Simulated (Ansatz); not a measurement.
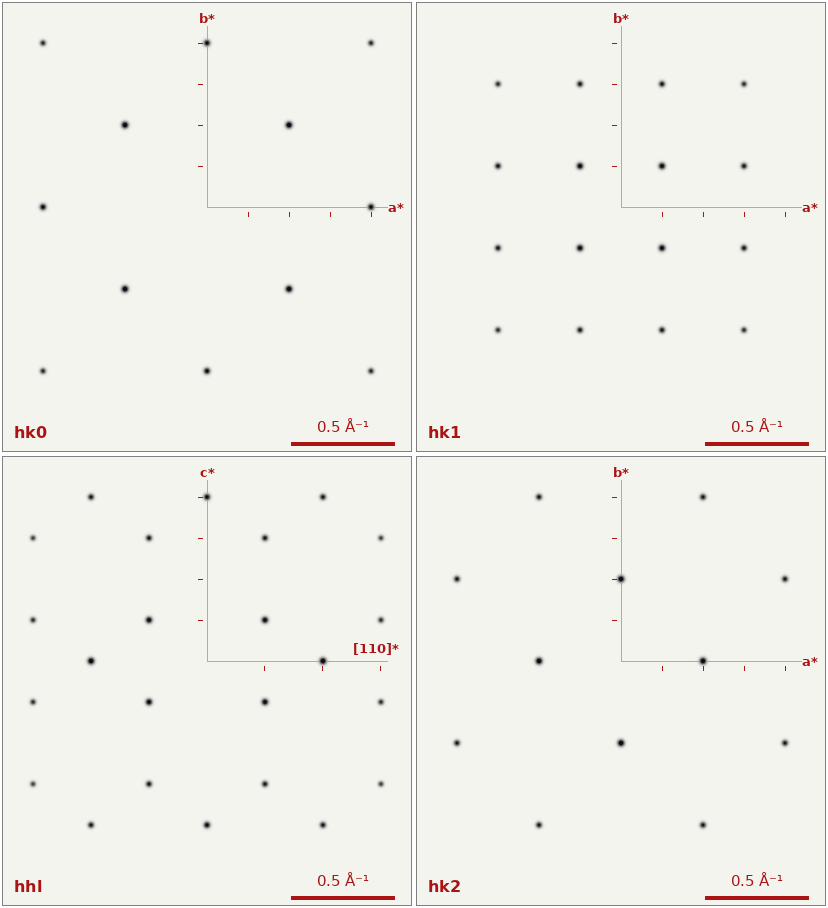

Simulated precession-type sections (X-rays; kinematic intensities, B = 0.5 Å²). The ticks mark integer indices of the conventional cell.

The compound is Ni. Structure: the input geometry of an electronic-structure calculation (not necessarily at equilibrium); the starting structure was generated, so it need not be a known form of this composition.

Q: Read the reciprocal cell and give the direct cell.

A: a* = 0.199, b* = 0.199, c* = 0.199 Å⁻¹; the cell is cubic with a = 5.02 Å.

Q: List the systematic absences.

A: Reflections are present only under these conditions. hkl: h + k = 2n, h + l = 2n; hk0: h = 2n, h + k = 4n; hhl: h + l = 2n; h00: h = 4n. The lattice is face-centred (F). Further gaps, such as 2 2 2, 4 4 2, come from atoms on special positions, not from the group's general conditions.

Q: Which space groups fit?

A: The intensities have Laue symmetry m-3m (the hk0 layer shows 4mm, hk1 shows 4mm). With these conditions only Fd-3m (No. 227) fits.
